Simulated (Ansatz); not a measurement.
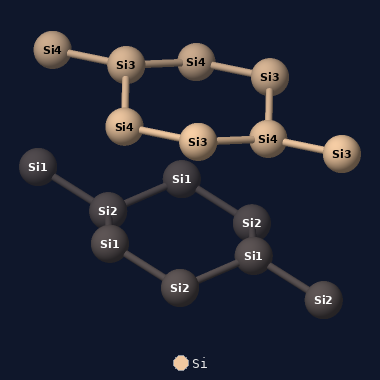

The system is a bilayer of two Si sheets of the honeycomb type, the upper one turned by 180 degrees about the normal (4 atoms in the cell); the picture shows the structure at the first grid point; the lower layer is drawn fainter. The upper layer of a bilayer is slid over the lower one; relaxed at each slide: nothing; the origin of the map has Si4 above Si1; the distance between the facing planes is held at 3.80 Å. Places are given modulo a cell vector. The map is drawn in real space over the plane of the slide. The scan uses a 6 × 6 grid; 7 points were computed and 29 follow by symmetry. Energies: meV/Å², counted from the lowest grid point. At a held distance the lowest stacking need not be the one that binds best once the distance relaxes. Level of theory: DFT PBE+D3(BJ), scalar-relativistic, plane waves, PAW (Ansatz 0.2.0). Settings: cutoff 420 eV, k-mesh 9×9×1, gaussian smearing 0.1 eV, no spin polarisation.

Its coordinates:

```yaml
crystal:
  lattice:
    - [3.84753, 0.00000, 0.00000]
    - [-1.92376, 3.33205, 0.00000]
    - [0.00000, 0.00000, 18.44160]
  atoms:
    - { symbol: Si, position: [0.33334, 0.66668, 0.26954] }
    - { symbol: Si, position: [0.66668, 0.33334, 0.24401] }
    - { symbol: Si, position: [0.66668, 0.33334, 0.50113] }
    - { symbol: Si, position: [0.33334, 0.66668, 0.47560] }
```

Range: slide of the upper layer along the first cell vector from 0.000 to 0.833; slide of the upper layer along the second cell vector from 0.000 to 0.833.

### Predict the map.

The lowest grid point is at (2/6, 4/6) of the cell vectors; the map holds 2 wells of about this depth. The bottom of the well lies between grid points, at (2/6, 4/6) of the cell vectors, about 0.022 meV/Å² lower on the interpolated surface. No other kind of well shows on this grid. The highest grid point, (0/6, 0/6) of the cell vectors, lies 2.06 meV/Å² above the lowest. On the interpolated surface the easiest way out of the lowest well to a well of about the same depth near (4/6, 2/6) of the cell vectors passes a barrier of about 0.13 meV/Å², counted from the interpolated bottom of the well. Facing atoms of the upper layer at the lowest point: Si above Si of a deeper plane; at the highest: Si above Si.

| second ↓, first → | 0/6 | 1/6 | 2/6 | 3/6 | 4/6 | 5/6 |
| --- | --- | --- | --- | --- | --- | --- |
| 5/6 | 1.22 | 0.40 | 0.02 | 0.02 | 0.40 | 1.22 |
| 4/6 | 0.27 | 0.02 | 0.00 | 0.02 | 0.27 | 0.40 |
| 3/6 | 0.11 | 0.02 | 0.02 | 0.11 | 0.02 | 0.02 |
| 2/6 | 0.27 | 0.40 | 0.27 | 0.02 | 0.00 | 0.02 |
| 1/6 | 1.22 | 1.22 | 0.40 | 0.02 | 0.02 | 0.40 |
| 0/6 | 2.06 | 1.22 | 0.27 | 0.11 | 0.27 | 1.22 |

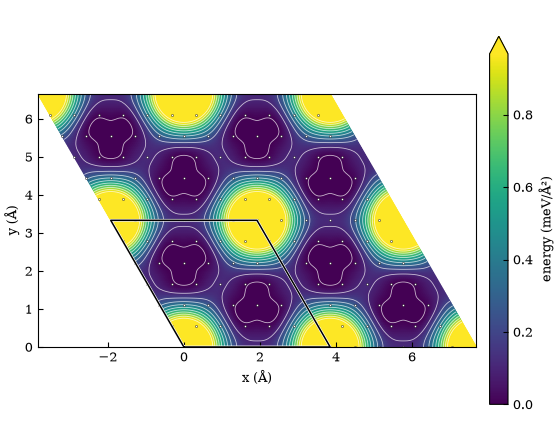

In the figure: a smooth colour map with a few white contour lines, dots at the grid points, the outline of one cell of the 2 × 2 shown, one colour for all values above the top of the scale. Between grid points the surface is interpolated.

Time for the 7 points that were run: 66 s on 1 thread of Arm Neoverse V2 (shared host).

PAW datasets: the set soft_1.
